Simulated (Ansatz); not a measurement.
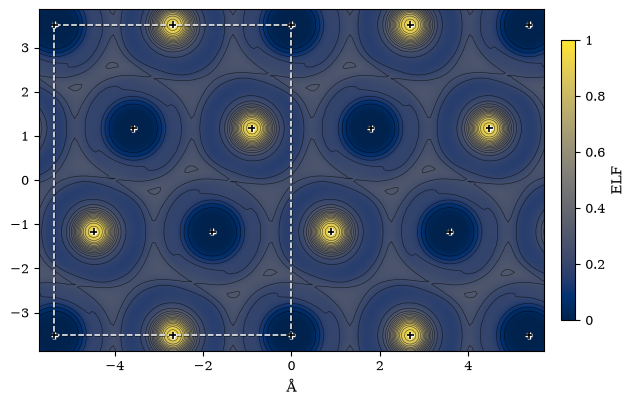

The electron localisation function on a plane through atoms (crosses mark nuclei in the plane).

All numbers below come from Ansatz, DFT PBEsol, scalar-relativistic, plane waves, PAW.

Candidates:
A. Sr, a = 4.47 Å, b = 4.47 Å, c = 6.57 Å, α = 90.00°, β = 90.00°, γ = 90.00°. Space group I4/mmm; changed on purpose from its base cell (strain +0.040 along x and y, +0.080 along z, atoms carried along).
B. ZnCu, a = 4.06 Å, b = 4.06 Å, c = 5.37 Å, α = 90.00°, β = 90.00°, γ = 120.00°. Space group R-3m; computed pressure about −4 GPa in this cell; computed without spin polarisation.
C. HfH₂, a = 3.76 Å, b = 3.76 Å, c = 4.19 Å, α = 90.00°, β = 90.00°, γ = 90.00°. Space group I4/mmm; changed on purpose from its base cell (strain +0.080 along x and y, -0.040 along z, atoms carried along); computed pressure about −18 GPa in this cell.

Question: Which candidate gave the map?

Answer: Candidate B: ZnCu on the (110) plane of the conventional cell, which holds Zn and Cu. Zn–Cu (2.51 Å): the ELF is about 0.25 at the midpoint; no shared electron pair shows on this line. Zn–Cu (2.68 Å): the ELF is about 0.25 at the midpoint (no localised pair shows between them).
